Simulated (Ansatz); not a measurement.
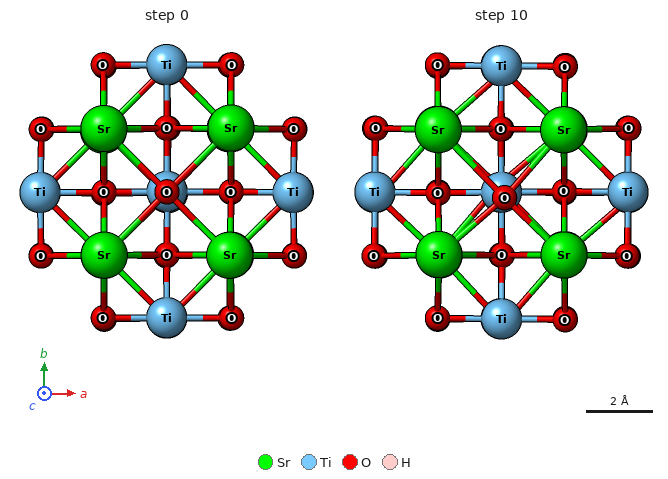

The structure of a defect cell of composition Sr₈Ti₈O₂₃H (cell charge −1) before (left) and after (right) a relaxation, at one scale.

A ball-and-stick model of the atoms within 5.0 Å of the atom that moves most (axes of the cell of the calculation (origin shifted)), seen along the c axis.

The atoms of the start lie slightly off their symmetric places, so part of the fall in energy undoes that.

These are results of DFT, PBEsol, PAW, plane waves in Ansatz 0.2.0, not measurements.

Input
```yaml
crystal:
  lattice:
    - [7.782821, 0.000000, 0.000000]
    - [0.000000, 7.782821, 0.000000]
    - [0.000000, 0.000000, 7.782821]
  atoms:
    - { symbol: Sr, position: [0.998506, 0.000121, 0.998773] }
    - { symbol: Sr, position: [0.002187, 0.003572, 0.498529] }
    - { symbol: Sr, position: [0.000263, 0.501732, 0.999152] }
    - { symbol: Sr, position: [0.997051, 0.500641, 0.501993] }
    - { symbol: Sr, position: [0.497978, 0.995100, 0.001732] }
    - { symbol: Sr, position: [0.499736, 0.001445, 0.498940] }
    - { symbol: Sr, position: [0.500306, 0.500475, 0.997325] }
    - { symbol: Sr, position: [0.501202, 0.500996, 0.499461] }
    - { symbol: Ti, position: [0.249664, 0.244851, 0.252266], spin: 0.667 }
    - { symbol: Ti, position: [0.252450, 0.255593, 0.749252], spin: 0.667 }
    - { symbol: Ti, position: [0.247237, 0.749028, 0.254770] }
    - { symbol: Ti, position: [0.248015, 0.749147, 0.749099] }
    - { symbol: Ti, position: [0.747839, 0.254223, 0.252136] }
    - { symbol: Ti, position: [0.748093, 0.252795, 0.752598] }
    - { symbol: Ti, position: [0.749227, 0.752941, 0.249771] }
    - { symbol: Ti, position: [0.751160, 0.748274, 0.750055] }
    - { symbol: O, position: [0.253621, 0.256072, 0.001790] }
    - { symbol: O, position: [0.248373, 0.746707, 0.996724] }
    - { symbol: O, position: [0.256659, 0.747535, 0.500323] }
    - { symbol: O, position: [0.751823, 0.249141, 0.997237] }
    - { symbol: O, position: [0.752524, 0.251332, 0.501297] }
    - { symbol: O, position: [0.750790, 0.743963, 0.997991] }
    - { symbol: O, position: [0.749140, 0.751299, 0.498471] }
    - { symbol: O, position: [0.004286, 0.253317, 0.250591] }
    - { symbol: O, position: [0.998393, 0.252357, 0.749126] }
    - { symbol: O, position: [0.003153, 0.751977, 0.249778] }
    - { symbol: O, position: [0.002325, 0.750431, 0.749469] }
    - { symbol: O, position: [0.497601, 0.253263, 0.249240] }
    - { symbol: O, position: [0.500716, 0.248241, 0.747920] }
    - { symbol: O, position: [0.501137, 0.750349, 0.255984] }
    - { symbol: O, position: [0.497950, 0.745664, 0.751464] }
    - { symbol: O, position: [0.252537, 0.997968, 0.251746] }
    - { symbol: O, position: [0.254067, 0.999290, 0.752960] }
    - { symbol: O, position: [0.252066, 0.497837, 0.250597] }
    - { symbol: O, position: [0.252185, 0.500694, 0.751807] }
    - { symbol: O, position: [0.747273, 0.003611, 0.252155] }
    - { symbol: O, position: [0.753932, 0.002795, 0.748182] }
    - { symbol: O, position: [0.749583, 0.502779, 0.249500] }
    - { symbol: O, position: [0.746347, 0.499280, 0.750847] }
    - { symbol: H, position: [0.250094, 0.246950, 0.497747], spin: 0.667 }
  symmetry: { detect: false }
kpoints:
  mp_grid: { grid: [1, 1, 1], shift: [0.25, 0.25, 0.25] }
hamiltonian:
  xc: pbesol
total_charge: -1
magnetization:
  spin_polarized: true
scf:
  occupations: { method: fermi_dirac, width: 0.01 }
relax:
  f_tol: 0.03
  max_steps: 80
  escape_saddle: false
  adjacent_minimum: "off"
output:
  forces: true
  eigenvalues: true
  populations: true
  charged_corrections: { epsilon: 300 }
```

Run as
```bash
ansatz run in.yaml --threads 8 --pin off --max-ram 118750MiB --runs-dir r --events-out ev --progress --plain --backend cuda --devices 0, --max-vram 170GiB
```

Summarise the run.

Answer. The atom that moves furthest is O22 (0.27 Å along [−1 2 0]). Largest moves by element: O 0.27 Å, H 0.17 Å, Ti 0.09 Å, Sr 0.07 Å. The lattice vectors keep their values. Some distances before and after: Sr5–O22 2.774 → 2.536 Å, Sr3–O22 2.706 → 2.938 Å, Sr7–O35 2.717 → 2.936 Å, Sr4–O23 2.744 → 2.543 Å. Bond angles that change, for instance: Ti13–O38–Ti15 179.2° → 168.1°, Ti15–O22–Ti16 176.9° → 166.9°, Ti11–O18–Ti12 178.9° → 169.5°. After 10 geometry steps the energy has fallen by 0.676 eV per cell of the calculation. Largest force component: 2.5 eV/Å at the start, 0.021 eV/Å at the end. The run took 21 s on 1 × NVIDIA GB200 with 8 threads of Arm Neoverse-V2, peak memory 1.7 GiB.

Limits of the set-up: the periodic images lie only 7.8 Å apart, so the values are limited by the cell's size; the cell is charged, on a uniform background, and energies carry no finite-size correction.
